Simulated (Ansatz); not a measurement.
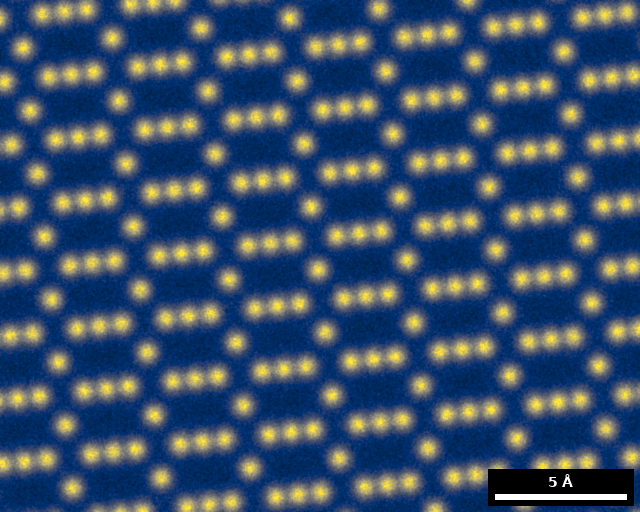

Z-contrast image of Ru (Pm-3n, No. 223). Simulation: incoherent imaging, intensity Z^1.7 per atom, probe width 0.58 Å, thin sample. The probe carries 15 % of its weight in a tail 2.5 times as wide. The display is stretched by a gamma of 0.8; percentages refer to the linear signal. Shot noise was added. Structure: coordinates from a relaxation with Ansatz, DFT, PBE, plane waves (420 eV) with PAW, scalar-relativistic; the starting structure was generated, so it need not be a known form of this composition.

Space group Pm-3n (No. 223). a = 4.846 Å, b = 4.846 Å, c = 4.846 Å, α = 90.00°, β = 90.00°, γ = 90.00°
```json
{"atom": "Ru", "site": "2a", "symmetry": "m-3.", "x": "0.0000", "y": "0.0000", "z": "0.0000"}
{"atom": "Ru", "site": "6c", "symmetry": "-4m.2", "x": "0.2500", "y": "0.0000", "z": "0.5000"}
```

Question: Along which zone axis is the crystal seen: [111], [211], [210] or [110]? (Directions equivalent by symmetry count as one.)

Answer: [110]. The projected cells are 3.96 × 3.96 Å, 120° for [111]; 2.80 × 3.43 Å, 90° for [211]; 2.17 × 4.85 Å, 90° for [210]; 2.42 × 3.43 Å, 90° for [110], and the image repeats as the [110] one does.
